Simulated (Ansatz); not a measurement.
Mo: geometry relaxation

System: Mo (Im-3m, 1 atom in the cell).
Method: DFT PBE+D3(BJ), scalar-relativistic, plane waves, PAW, no spin polarisation (Ansatz 0.2.0).

The structure derives from an entry of the Crystallography Open Database. Figures and captions count atoms from 1; the log counts them from 0 in places.

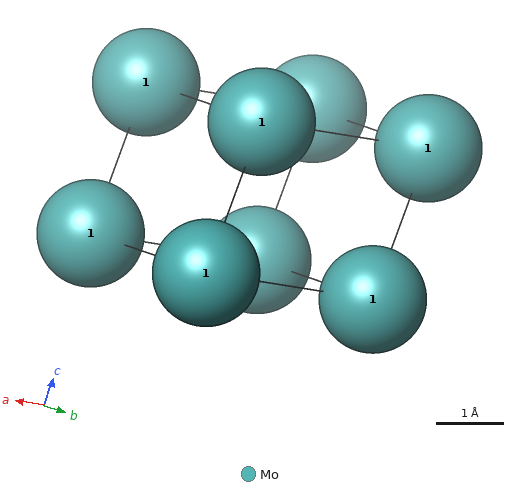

**Figure 1.** The input geometry (spheres-only view of the cell of the calculation, seen at an oblique angle; atoms are numbered from 1 in the order of the input). An atom can appear more than once, as a periodic image.

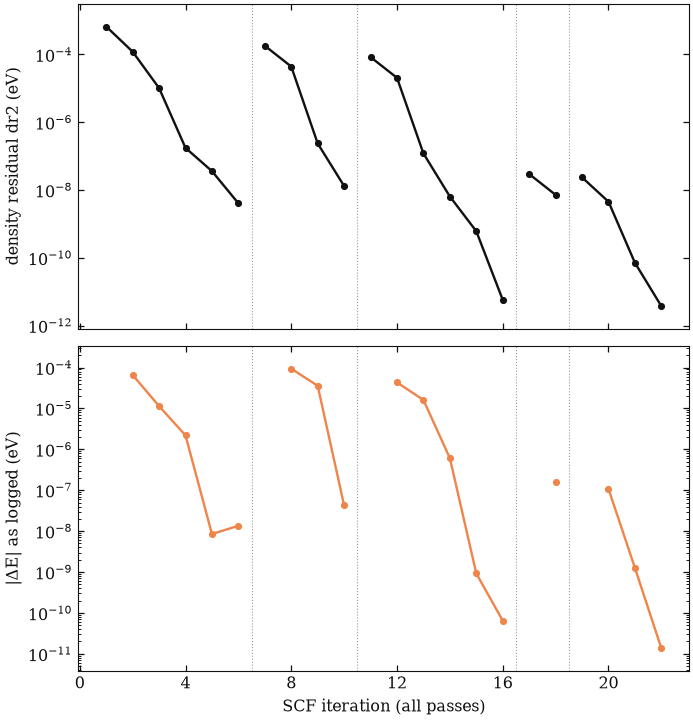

**Figure 2.** Convergence of the self-consistent field: density residual dr2 and size of the energy change against the SCF iteration. The dotted lines part the SCF passes of the relaxation: geometry steps, rejected trials and re-solves on a re-selected basis. The 5 passes take 2 to 6 iterations each, 22 in all.

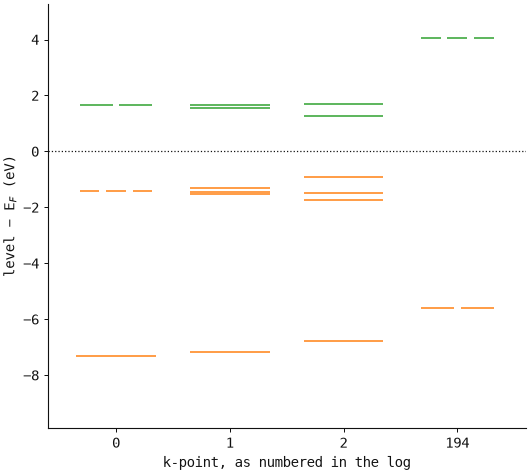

**Figure 3.** Kohn–Sham levels near the Fermi level (dotted) at the few k-points that the log prints; levels within 0.02 eV of each other stand side by side. The system is metallic on the full mesh.

The input and output of the run follow.

The input
```yaml
crystal:
  lattice:
    - [-1.571, 1.571, 1.571]
    - [1.571, -1.571, 1.571]
    - [1.571, 1.571, -1.571]
  atoms:
    - { symbol: Mo, position: [0.0, 0.0, 0.0] }
basis:
  ecutwfc: 420
kpoints:
  mp_grid: { grid: [18, 18, 18] }
hamiltonian:
  xc: pbe
  dispersion: d3bj
scf:
  occupations: { method: gaussian, width: 0.1 }
output:
  forces: true
  stress: true
  eigenvalues: true
relax:
  adjacent_minimum: "off"
  f_tol: 0.005
  max_steps: 80
  cell: { stress_tol: 0.05 }
```

Launch command:
```bash
ansatz run input.yaml --threads 8 --pin off --max-ram 20480MiB --backend cpu --events-out ev --progress --plain --runs-dir out
```

The program's output
```
Engine: ansatz 0.2.0, x86_64-unknown-linux-gnu
Pseudopotentials: kind: paw
Pseudopotential: Mo, paw, valence charge 14, recommended cutoff 420 eV (normal), Mo.paw.azcp
Functional definition: PBE
  parameter kappa = 0.804
  parameter beta = 0.06672455060314922
  exchange = pbe_x(kappa = kappa, mu = beta*pi^2/3)
  correlation = pbe_c(beta = beta)
Crystal: 1 atoms, lattice volume = 15.509 Å³
Basis set: ecut = 420 eV, 321 PW (Γ), exchange–correlation on 40×40×40 points (8 copies of the dense FFT grid, shifted against one another)
Bands: 11, of which v1, the nominal top of the filled ones, is band 7 counted from 1 (6 counted from 0)
Symmetry: 48 space group operations
Space group: Im-3m (ITA 229), of the structure as read, at distance tolerance 2.5e-5 Å
k-points: 195 of 5832
Non-local potential: Mo, projectors of the file, l = 0: 3, l = 1: 2, l = 2: 2, l = 3: 1
PAW form: soft (Blöchl's): semilocal exchange-correlation on the pseudo side does not see the compensation charge
PAW one-centre angular grid: Mo, 590 points (default); XC on 64 Gauss nodes
Initial density: superposition of atomic densities (neutral atoms: chi_scale 0, normalization atom), corrected by the library's trained network
Initial wavefunctions: pseudopotential atomic-orbital guess
Functional: x = pbe(κ = 0.804, μ = 0.2195149727645171), c = pbe(β = 0.06672455060314922)
SCF iter   1: F=—  HF=-4956.737374 eV  |F-HF|=—  |Δ(HF+E_count)|=         —  Δρ=2.98e-3  dr2=6.69e-4  ethr=1.77e-3  ⟨swp⟩=5.0  Hψ=12530  notcnv=0
preconditioner: auto → none  [metal: Δε(μ)=0.010 eV  Ē_g=8.399 eV  σ=0.100 eV  W_gap=0.06  n_scr=0 (ndim 8)  ℏωp=23.1 eV  f_vac=0.000  D(μ)=0.50/eV (n_scr^D=0)]
SCF iter   2: F=—  HF=-4956.737308 eV  |F-HF|=—  |Δ(HF+E_count)|=   6.60e-5  Δρ=1.45e-3  dr2=1.21e-4  ethr=4.78e-6  ⟨swp⟩=2.5  Hψ=4643  notcnv=0
SCF iter   3: F=—  HF=-4956.737319 eV  |F-HF|=—  |Δ(HF+E_count)|=   1.14e-5  Δρ=3.03e-4  dr2=1.02e-5  ethr=8.62e-7  ⟨swp⟩=2.0  Hψ=3482  notcnv=0
SCF iter   4: F=—  HF=-4956.737317 eV  |F-HF|=—  |Δ(HF+E_count)|=   2.19e-6  Δρ=5.70e-5  dr2=1.75e-7  ethr=7.29e-8  ⟨swp⟩=2.2  Hψ=2807  notcnv=0
iter 5 did not close the SCF: its close was put off for the readings that it lacked (scf_convergence_deferred on its scf_iter line)
SCF iter   5: F=-4956.737317 eV  HF=-4956.737317 eV  |F-HF|=2.62e-8  |Δ(HF+E_count)|=   8.51e-9  Δρ=2.46e-5  dr2=3.61e-8  ethr=1.25e-9  ⟨swp⟩=2.0  Hψ=3493  notcnv=0
SCF iter   6: F=-4956.737317 eV  HF=-4956.737317 eV  |F-HF|=2.77e-9  |Δ(HF+E_count)|=   1.35e-8  Δρ=8.80e-6  dr2=4.05e-9  ethr=2.58e-10  ⟨swp⟩=2.2  Hψ=7356  notcnv=0
SCF 1 converged in 6 iterations: F = -4956.737317 eV  dr2 = 4.05e-9
  greatest PAW one-centre occupation: 0.998 electrons in one spin orbital (limit 2), on the Mo atom at site 0 (counted from 0), in its partial waves of l = 0
relax step   1: F+E_penalty+E_count = -4956.73731710 eV  Δ(F+E_penalty+E_count) = +0.000e0 eV  max|allowed force component| = 0.000e0 eV/Å  Δτ_max = 0.0000 Å  P = -3.051 GPa  Ω = 15.509 Å³  (6 SCF iters, dr2 threshold 1.00e-7 eV, accepted)
Crystal: 1 atoms, lattice volume = 15.005 Å³
Initial density: handed on by an earlier stage of this run
Initial wavefunctions: those handed on with the density
iter 1 solved again at ethr=1.33e-6 eV; its pass at ethr=3.10e-3 eV (dr2=1.86e-4 eV) is discarded
SCF iter   1: F=—  HF=-4956.732617 eV  |F-HF|=—  |Δ(HF+E_count)|=         —  Δρ=1.91e-3  dr2=1.81e-4  ethr=1.33e-6  ⟨swp⟩=1.6  Hψ=15945  notcnv=0
preconditioner: auto → none  [metal: Δε(μ)=0.049 eV  Ē_g=8.681 eV  σ=0.100 eV  W_gap=0.27  n_scr=0 (ndim 8)  ℏωp=23.5 eV  f_vac=0.000  D(μ)=0.42/eV (n_scr^D=0)]
SCF iter   2: F=—  HF=-4956.732711 eV  |F-HF|=—  |Δ(HF+E_count)|=   9.36e-5  Δρ=9.65e-4  dr2=4.40e-5  ethr=1.29e-6  ⟨swp⟩=1.0  Hψ=2145  notcnv=0
SCF iter   3: F=—  HF=-4956.732746 eV  |F-HF|=—  |Δ(HF+E_count)|=   3.58e-5  Δρ=5.07e-5  dr2=2.37e-7  ethr=3.14e-7  ⟨swp⟩=1.5  Hψ=2655  notcnv=0
SCF iter   4: F=-4956.732746 eV  HF=-4956.732746 eV  |F-HF|=1.71e-9  |Δ(HF+E_count)|=   4.25e-8  Δρ=1.76e-5  dr2=1.31e-8  ethr=7.14e-10  ⟨swp⟩=5.0  Hψ=10362  notcnv=0
SCF 2 converged in 4 iterations: F = -4956.732746 eV  dr2 = 1.31e-8
relax step   2: F+E_penalty+E_count = -4956.73274645 eV  Δ(F+E_penalty+E_count) = +4.571e-3 eV  max|allowed force component| = 0.000e0 eV/Å  Δτ_max = 0.0000 Å  P = +6.333 GPa  Ω = 15.005 Å³  energy of the carried Pulay correction = +1.572e-4 eV  (4 SCF iters, dr2 threshold 1.00e-7 eV, rejected (line search))
Crystal: 1 atoms, lattice volume = 15.342 Å³
iter 1 solved again at ethr=6.69e-7 eV; its pass at ethr=3.10e-3 eV (dr2=9.37e-5 eV) is discarded
SCF iter   1: F=—  HF=-4956.738977 eV  |F-HF|=—  |Δ(HF+E_count)|=         —  Δρ=1.28e-3  dr2=8.38e-5  ethr=6.69e-7  ⟨swp⟩=2.3  Hψ=15898  notcnv=0
preconditioner: auto → none  [metal: Δε(μ)=0.015 eV  Ē_g=8.489 eV  σ=0.100 eV  W_gap=0.08  n_scr=0 (ndim 8)  ℏωp=23.2 eV  f_vac=0.000  D(μ)=0.47/eV (n_scr^D=0)]
SCF iter   2: F=—  HF=-4956.739020 eV  |F-HF|=—  |Δ(HF+E_count)|=   4.33e-5  Δρ=6.46e-4  dr2=2.05e-5  ethr=5.98e-7  ⟨swp⟩=1.0  Hψ=2145  notcnv=0
SCF iter   3: F=—  HF=-4956.739036 eV  |F-HF|=—  |Δ(HF+E_count)|=   1.61e-5  Δρ=3.49e-5  dr2=1.20e-7  ethr=1.46e-7  ⟨swp⟩=1.5  Hψ=2633  notcnv=0
SCF iter   4: F=—  HF=-4956.739037 eV  |F-HF|=—  |Δ(HF+E_count)|=   6.08e-7  Δρ=1.12e-5  dr2=6.43e-9  ethr=8.56e-10  ⟨swp⟩=2.0  Hψ=3484  notcnv=0
SCF iter   5: F=—  HF=-4956.739037 eV  |F-HF|=—  |Δ(HF+E_count)|=  9.21e-10  Δρ=2.68e-6  dr2=6.07e-10  ethr=4.59e-11  ⟨swp⟩=1.3  Hψ=2302  notcnv=0
SCF iter   6: F=-4956.739037 eV  HF=-4956.739037 eV  |F-HF|=2.73e-12  |Δ(HF+E_count)|=  6.46e-11  Δρ=2.57e-7  dr2=5.71e-12  ethr=1.00e-12  ⟨swp⟩=4.0  Hψ=9848  notcnv=0
SCF 3 converged in 6 iterations: F = -4956.739037 eV  dr2 = 5.71e-12
relax step   3: F+E_penalty+E_count = -4956.73903700 eV  Δ(F+E_penalty+E_count) = -1.720e-3 eV  max|allowed force component| = 0.000e0 eV/Å  Δτ_max = 0.0000 Å  P = -0.113 GPa  Ω = 15.342 Å³  energy of the carried Pulay correction = +5.169e-5 eV  (6 SCF iters, accepted)
Crystal: 1 atoms, lattice volume = 15.335 Å³
iter 1 solved again at ethr=2.88e-10 eV; its pass at ethr=3.10e-3 eV (dr2=4.03e-8 eV) is discarded
SCF iter   1: F=—  HF=-4956.739041 eV  |F-HF|=—  |Δ(HF+E_count)|=         —  Δρ=2.37e-5  dr2=2.96e-8  ethr=2.88e-10  ⟨swp⟩=2.1  Hψ=14858  notcnv=0
preconditioner: auto → none  [metal: Δε(μ)=0.014 eV  Ē_g=8.493 eV  σ=0.100 eV  W_gap=0.08  n_scr=0 (ndim 8)  ℏωp=23.2 eV  f_vac=0.000  D(μ)=0.47/eV (n_scr^D=0)]
SCF iter   2: F=-4956.739041 eV  HF=-4956.739041 eV  |F-HF|=5.30e-9  |Δ(HF+E_count)|=   1.55e-7  Δρ=1.21e-5  dr2=7.19e-9  ethr=2.12e-10  ⟨swp⟩=3.0  Hψ=5610  notcnv=0
SCF 4 converged in 2 iterations: F = -4956.739041 eV  dr2 = 7.19e-9
relax step   4: F+E_penalty+E_count = -4956.73904118 eV  Δ(F+E_penalty+E_count) = -4.183e-6 eV  max|allowed force component| = 0.000e0 eV/Å  Δτ_max = 0.0000 Å  P = +0.002 GPa  Ω = 15.335 Å³  energy of the carried Pulay correction = +5.367e-5 eV  (2 SCF iters, dr2 threshold 3.19e-8 eV, accepted)
Initial wavefunctions: pseudopotential atomic-orbital guess (no wavefunctions were taken with the density)
iter 1 solved again at ethr=1.70e-8 eV; its pass at ethr=3.10e-3 eV (dr2=2.39e-6 eV) is discarded
SCF iter   1: F=—  HF=-4956.738986 eV  |F-HF|=—  |Δ(HF+E_count)|=         —  Δρ=2.63e-5  dr2=2.36e-8  ethr=1.70e-8  ⟨swp⟩=3.1  Hψ=18942  notcnv=0
SCF iter   2: F=—  HF=-4956.738986 eV  |F-HF|=—  |Δ(HF+E_count)|=   1.08e-7  Δρ=1.21e-5  dr2=4.52e-9  ethr=1.68e-10  ⟨swp⟩=2.0  Hψ=3133  notcnv=0
SCF iter   3: F=—  HF=-4956.738986 eV  |F-HF|=—  |Δ(HF+E_count)|=   1.26e-9  Δρ=9.64e-7  dr2=7.10e-11  ethr=3.23e-11  ⟨swp⟩=2.8  Hψ=3514  notcnv=0
SCF iter   4: F=-4956.738986 eV  HF=-4956.738986 eV  |F-HF|=8.19e-12  |Δ(HF+E_count)|=  1.36e-11  Δρ=3.87e-7  dr2=3.73e-12  ethr=1.00e-12  ⟨swp⟩=5.1  Hψ=7827  notcnv=0
SCF 5 converged in 4 iterations: F = -4956.738986 eV  dr2 = 3.73e-12
relax step   5: F+E_penalty+E_count = -4956.73898578 eV  Δ(F+E_penalty+E_count) = +5.540e-5 eV  max|allowed force component| = 0.000e0 eV/Å  Δτ_max = 0.0000 Å  P = +0.004 GPa  Ω = 15.335 Å³  stress off target by 4.44e-3 GPa  SCF on the basis re-selected at this cell (its energy is not comparable with the rows above)  (4 SCF iters)
basis re-selected at this cell: Δ(F+E_penalty+E_count) = +5.540e-5 eV, ΔP = +0.002 GPa vs the last step (what re-selecting the basis moved, of the pressure what is left beyond the Pulay correction that the steps carried, after the strain that the cell walked since its last selection, with what the two solves' SCF thresholds leave and, on support functions, any second-order correction that the steps lacked; it is no measure of the basis error at this ecutwfc). This SCF's stress stands 4.44e-3 GPa from its target on what of the cell is left free (relax.cell.stress_tol is 5.00e-2 GPa) and its largest allowed force component is 0.00e0 eV/Å (relax.f_tol is 5.00e-3 eV/Å): within both
SCF converged after 4 iterations
Free energy (F): -4956.738986 eV
Harris-Foulkes:  -4956.738986 eV  (|F-HF|=8.19e-12)
Internal energy: -4956.736650 eV  (E = F + TS)
E sigma→0 (E₀):  -4956.737818 eV
Entropy (-TS):   -0.002336 eV (-2.336 meV/atom)
Fermi energy:    21.604628 eV
--- Per-component energies (eV) ---
  E_band       = -48.515354
  E_kinetic    = 441.937659
  E_local      = -770.028508  (includes V_loc(G=0)·N_el)
  E_nonlocal   = 142.732804
  E_hartree    = 255.240372
  E_xc         = -183.934307
  E_vxc        = -229.612963  (∫ρ·V_xc dr)
  E_paw        = -3201.315965  (= ΣΔE_a)
  E_vpaw       = -144.025145  (= ΣTr[D̂ρ^β])
  E_aug_tail   = 0.000045  (compensation charges beyond the density's cutoff)
  E_ewald      = -1640.640269
  E_disp       = -0.728481  (pairwise vdW)
  E_smearing   = -0.002336  (= −TS)
  E_closure    = 0.000000  (closes the sum)
  Σ components = -4956.738986   (vs F -4956.738986, Δ=0.00e0)
--- Forces (eV/Å), atoms counted from 1 ---
  atom   1  Mo    -0.00000000    -0.00000000     0.00000000
  max |Σ_I F_I| component: 3.24e-32 eV/Å
--- Stress (GPa, compression-positive) ---
        0.004439       0.000000       0.000000
       -0.000000       0.004439       0.000000
       -0.000000      -0.000000       0.004439
  P = ⅓ Tr σ = 0.0044 GPa (0.044 kbar)
--- Band table (eV; the first three rows and the last of 195) ---
  k-point 0: bands = ["-39.7072", "-12.9215", "-12.9215", "-12.9215", "14.2899", "20.1775", "20.1775", "20.1775", "23.2723", "23.2723", "36.2971"]
  k-point 1: bands = ["-39.6988", "-12.9697", "-12.9363", "-12.9219", "14.4300", "20.0977", "20.1649", "20.3092", "23.1521", "23.2741", "36.4034"]
  k-point 2: bands = ["-39.6745", "-13.1072", "-12.9787", "-12.9230", "14.8289", "19.8761", "20.1093", "20.6991", "22.8881", "23.2851", "36.6608"]
  k-point 194: bands = ["-39.2215", "-13.9428", "-13.9428", "-13.9428", "15.9951", "15.9951", "25.6647", "25.6647", "25.6647", "30.7795", "30.7795"]
--- Relaxed structure (4 steps of the walk, 3 accepted, 1 SCFs on fresh bases) ---
  F+E_penalty+E_count = -4956.73898578 eV   max|allowed force component| = 0.000e0 eV/Å   (the final SCF, on the basis selected at the relaxed cell)
  cell:  # Å, volume = 15.3353 Å³
    - [-1.5651084217715383, 1.5651084217715383, 1.5651084217715383]
    - [1.5651084217715383, -1.5651084217715383, 1.5651084217715383]
    - [1.5651084217715383, 1.5651084217715383, -1.5651084217715383]
  atoms:
    - { symbol: Mo, position: [0.0, 0.0, 0.0] }
```

Trajectory as extended XYZ (Å, eV, eV/Å), 5 frames, from step=1 to step=5
```
1
Lattice="-1.5710 1.5710 1.5710 1.5710 -1.5710 1.5710 1.5710 1.5710 -1.5710" Properties=species:S:1:pos:R:3:forces:R:3 step=1 energy=-4956.73732 pressure_GPa=-3.05
Mo    0.0000    0.0000    0.0000    0.0000   0.0000   0.0000
1
Lattice="-1.5538 1.5538 1.5538 1.5538 -1.5538 1.5538 1.5538 1.5538 -1.5538" Properties=species:S:1:pos:R:3:forces:R:3 step=2 energy=-4956.73275 pressure_GPa=6.33 accepted=F
Mo    0.0000    0.0000    0.0000    0.0000   0.0000   0.0000
1
Lattice="-1.5653 1.5653 1.5653 1.5653 -1.5653 1.5653 1.5653 1.5653 -1.5653" Properties=species:S:1:pos:R:3:forces:R:3 step=3 energy=-4956.73904 pressure_GPa=-0.11
Mo    0.0000    0.0000    0.0000    0.0000   0.0000   0.0000
1
Lattice="-1.5651 1.5651 1.5651 1.5651 -1.5651 1.5651 1.5651 1.5651 -1.5651" Properties=species:S:1:pos:R:3:forces:R:3 step=4 energy=-4956.73904 pressure_GPa=0.00
Mo    0.0000    0.0000    0.0000    0.0000   0.0000   0.0000
1
Lattice="-1.5651 1.5651 1.5651 1.5651 -1.5651 1.5651 1.5651 1.5651 -1.5651" Properties=species:S:1:pos:R:3:forces:R:3 step=5 energy=-4956.73899 pressure_GPa=0.00
Mo    0.0000    0.0000    0.0000    0.0000   0.0000   0.0000
```

Summary

| quantity | value |
| --- | --- |
| outcome | converged |
| space group (tolerance 0.01 Å) | Im-3m (229) |
| electrons treated | 14 |
| free energy | −4956.7390 eV |
| Fermi energy | 21.605 eV |
| gap on the k-point mesh | none (metallic) |
| pressure | 0.00 GPa |
| final volume | 15.34 Å³ |
| largest force (length of the vector) at the end | under 0.001 eV/Å |
| final cell | a = 2.711 Å, b = 2.711 Å, c = 2.711 Å, α = 109.47°, β = 109.47°, γ = 109.47° |
| hardware | 8 threads of Intel Xeon (Granite Rapids), 32 GiB of memory available, shared host |
| wall time | 1.1 s (CPU time 5.6 s) |
| peak memory | 0.38 GiB |
